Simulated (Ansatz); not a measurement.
Given this structure:

```
Ti Al
1.0
     3.81555    0.00000    0.00000
     0.00000    3.93001    0.00000
     0.00000    0.00000    8.55399
Ti Al
2 6
Cartesian
  0.0000 0.0000 0.0000
  1.9078 1.9650 4.2770
  1.9078 1.9650 0.0000
  1.9078 0.0000 6.4155
  0.0000 1.9650 6.4155
  0.0000 0.0000 4.2770
  0.0000 1.9650 2.1385
  1.9078 0.0000 2.1385
```

> Before looking at a picture, describe the arrangement of atoms.

Its composition is TiAl$_{3}$. It belongs to space group Immm (No. 71) and has a body-centred orthorhombic lattice. Content of the cell: 2 Ti, 6 Al (Z = 2). The numbers of neighbours within bonding distance are Ti 12 and Al 12.

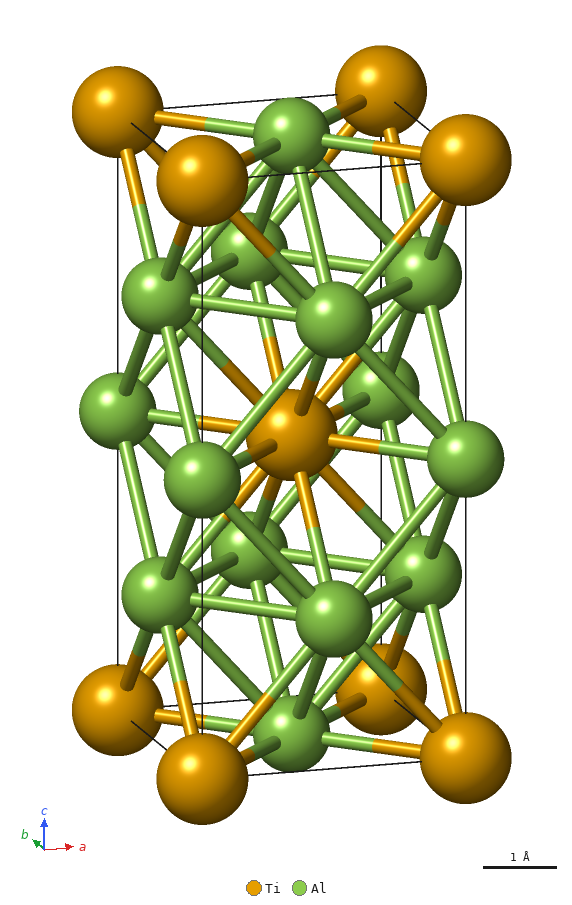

Ball-and-stick drawing of the structure, looking slightly off an axis. The conventional unit cell is drawn as a box. Colours: titanium orange, aluminium green.

Starting structure: a structure listed in the Materials Project. The cell was then strained or its atoms displaced on purpose. An electronic-structure calculation with Ansatz was run on it.
